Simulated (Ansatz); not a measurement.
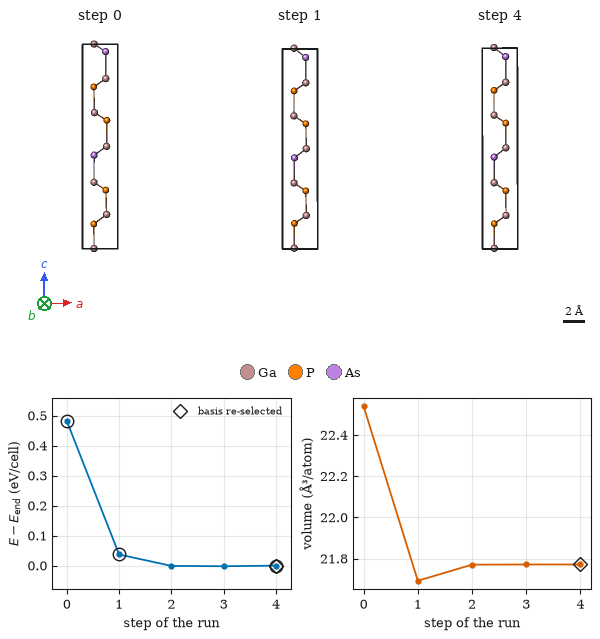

Frames of a relaxation of crystalline Ga3AsP2 (a generated structure, set up in P1) (coarse preliminary run), marked on the history of the run. Style: ball-and-stick. Shown: the cell of the calculation, along the b axis.

All numbers below come from DFT PBE, scalar-relativistic, plane waves, PAW (Ansatz). (plane-wave cutoff 420 eV; k-point mesh 6 × 6 × 1; occupations gaussian; smearing width 0.1 eV; no spin polarisation; cell and atoms relaxed; force threshold 0.025 eV/Å; at most 60 steps)

> Describe the path.

The atom that moves furthest relative to the cell is an As atom (0.14 Å along [2 0 −1]). Largest moves by element: As 0.14 Å, P 0.13 Å, Ga 0.09 Å. The drawn cell changes as follows: a 3.962 → 3.937 Å (−0.6 %), b 4.003 → 3.938 Å (−1.6 %), c 19.823 → 19.460 Å (−1.8 %), α 89.5° → 90.0°, γ 120.6° → 120.0°; the volume changes by −3.4 %. Near-neighbour distances that change, for instance: Ga–P 2.576 → 2.405 Å, As–Ga 2.633 → 2.486 Å, Ga–P 2.513 → 2.391 Å, Ga–P 2.499 → 2.399 Å. Bond angles that change, for instance: P–Ga–P 114.8° → 109.1°, P–Ga–P 104.5° → 109.9°, Ga–P–Ga 104.5° → 109.9°. The space group (tolerance 0.01 Å) goes from P1 (No. 1) to P6_3mc (No. 186). After 3 accepted moves (4 points after the start) the energy has fallen by 0.482 eV per cell of the calculation. The largest force component goes from 1.3 to 0.0073 eV/Å. The pressure goes from −1.65 to 0.00 GPa. The SCF was repeated once at an unchanged geometry on a basis and grid sized afresh for the cell, which shifted the energy by 1.9 meV per cell of the calculation at most. From step 0 to 1: a P atom moves most (0.15 Å), volume −3.8 %, energy −0.445 eV per cell of the calculation. From step 1 to 4: a Ga atom moves most (0.06 Å), volume +0.4 %, energy −37.2 meV per cell of the calculation.

```json
{"step": "0", "E − E(0), meV/atom": "0.00", "largest force component, eV/Å": "1.3102", "pressure, GPa": "-1.65", "volume, Å³/atom": "22.538", "note": ""}
{"step": "1", "E − E(0), meV/atom": "-37.08", "largest force component, eV/Å": "0.3019", "pressure, GPa": "0.28", "volume, Å³/atom": "21.693", "note": ""}
{"step": "2", "E − E(0), meV/atom": "-40.25", "largest force component, eV/Å": "0.0818", "pressure, GPa": "-0.01", "volume, Å³/atom": "21.771", "note": ""}
{"step": "3", "E − E(0), meV/atom": "-40.34", "largest force component, eV/Å": "0.0073", "pressure, GPa": "0.00", "volume, Å³/atom": "21.772", "note": ""}
{"step": "4", "E − E(0), meV/atom": "-40.18", "largest force component, eV/Å": "0.0073", "pressure, GPa": "0.00", "volume, Å³/atom": "21.772", "note": "same geometry, new basis"}
```
